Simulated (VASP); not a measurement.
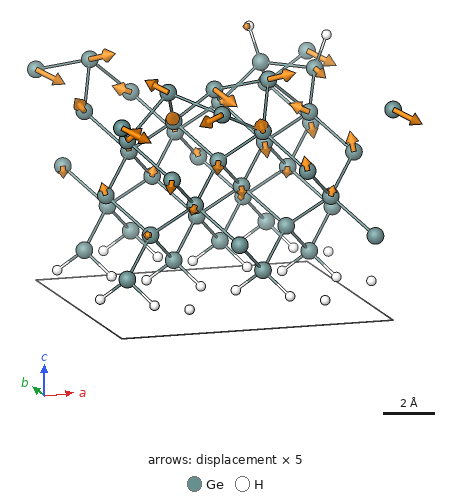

A relaxation of a slab of composition Ge₈H₃. The starting structure is drawn; orange arrows show the displacements, magnified 5 times.

The picture is a ball-and-stick view of the cell of the calculation, outlined in the plane, without the vacuum (origin shifted), seen slightly off an axis.

The run lets the atoms move in a fixed cell. 24 atoms are held fixed.

Level of theory: Kohn-Sham DFT of a periodic cell, PBE with D3(BJ), VASP PAW PBE potentials, recommended in VASP.

Input file:
```
PREC = Accurate
ENCUT = 400
EDIFF = 1E-6
ISMEAR = 0
SIGMA = 0.05
LREAL = Auto
LASPH = True
NELM = 80
ALGO = Fast
ISIF = 2
LWAVE = False
LCHARG = False
GGA = PE
IVDW = 12
IBRION = 2
NSW = 120
EDIFFG = -0.03
ISYM = 0
LUSENCCL = False
```

Run as
```bash
cat potpaw_PBE.64/Ge_d/POTCAR potpaw_PBE.64/H/POTCAR > POTCAR
mpirun -np 1 vasp_gam > vasp.out
```

Q: Atoms of which element are displaced furthest, and by how much?

A: Germanium: up to 0.27 Å, against 0.06 Å for hydrogen.

Q: Describe the change and its energy.

A: After 19 geometry steps the energy has fallen by 1.751 eV per cell of the calculation. The largest force component goes from 1.2 to 0.24 eV/Å. The largest moves, 0.27 Å, are those of Ge atoms. By element the largest moves are Ge 0.27 Å, H 0.06 Å. The cell stays as it was. Near-neighbour distances that change, for instance: Ge–Ge 2.708 → 2.529 Å, Ge–Ge 2.417 → 2.515 Å, Ge–Ge 2.366 → 2.447 Å, Ge–Ge 2.450 → 2.524 Å. Among the angles between lasting bonds that change: Ge–Ge–Ge 96.4° → 109.6°, Ge–Ge–Ge 96.4° → 108.6°, Ge–Ge–Ge 105.0° → 117.0°.
